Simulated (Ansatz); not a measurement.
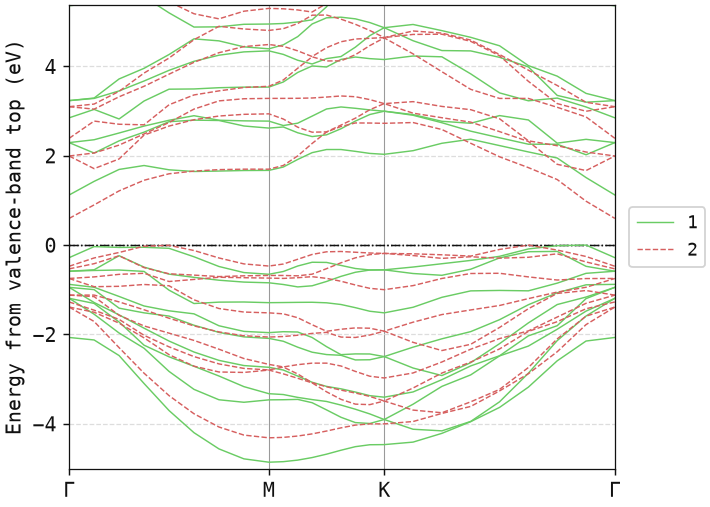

Band structures of Bi2Se3 (slab), 5 atoms in the cell, in two conditions, on a common k axis. Each is counted from its own valence-band top. Ansatz; DFT PBE+D3(BJ), scalar-relativistic, plane waves, PAW, no spin polarisation.

**Which set of bands belongs to which condition: −2 % biaxial strain or +4 % biaxial strain?**

1: −2 % biaxial strain; 2: +4 % biaxial strain. With −2 % biaxial strain the gap along the path is 1.12 eV, indirect; with +4 % biaxial strain the gap along the path is 0.60 eV, indirect.

The top valence band spans 0.7 eV in the first set and 0.5 eV in the second.

Spin-orbit coupling is left out, which matters for Bi.
